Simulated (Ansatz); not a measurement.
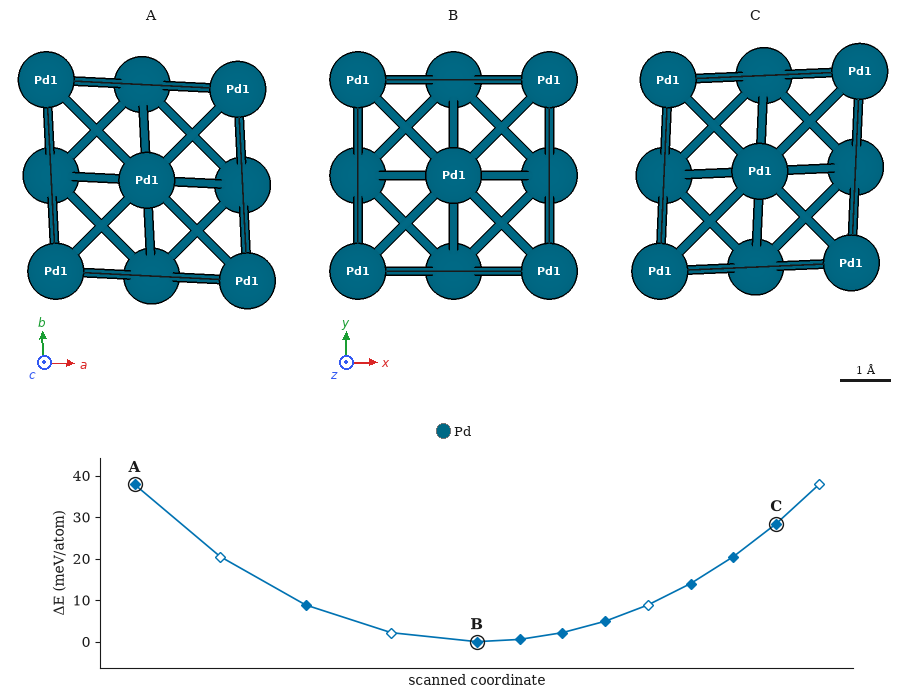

A scan of solid Pd (Fm-3m) along one coordinate. x, y and z are the Cartesian axes of the input. Hollow markers are points alike by symmetry, not computed again. The picture is a ball-and-stick view of the conventional cell (4 times the calculation's cell), seen along the c axis. Lengths and directions refer to the drawn axes.

Level of theory: Ansatz, DFT PBEsol, scalar-relativistic, plane waves, PAW. Set-up: plane-wave cutoff 420 eV; k-point mesh 20 × 20 × 20; occupations gaussian; smearing width 0.15 eV; no spin polarisation. Energies (free energies at the smearing named) are counted from the cell as listed in its source, which wasn't relaxed.

Which coordinate changes from frame to frame?

Answer. The cell is strained in shear in the xy plane, with the atoms kept at their fractional coordinates. In the frames the strain is −0.10 (A), 0.00 (B), 0.0875 (C). The lowest computed point lies at the strain 0.00 (0.0 meV/atom). At the ends of the scan the energy is 37.9 meV/atom (−0.10) and 37.9 meV/atom (0.10). The unrelaxed reference is under a pressure of −2.2 GPa. The distortion takes the space group from Fm-3m to Immm. At the strain −0.10 the cell of the drawing goes a 3.890 → 3.895 Å, b 3.890 → 3.895 Å, γ 90.0° → 95.7°.
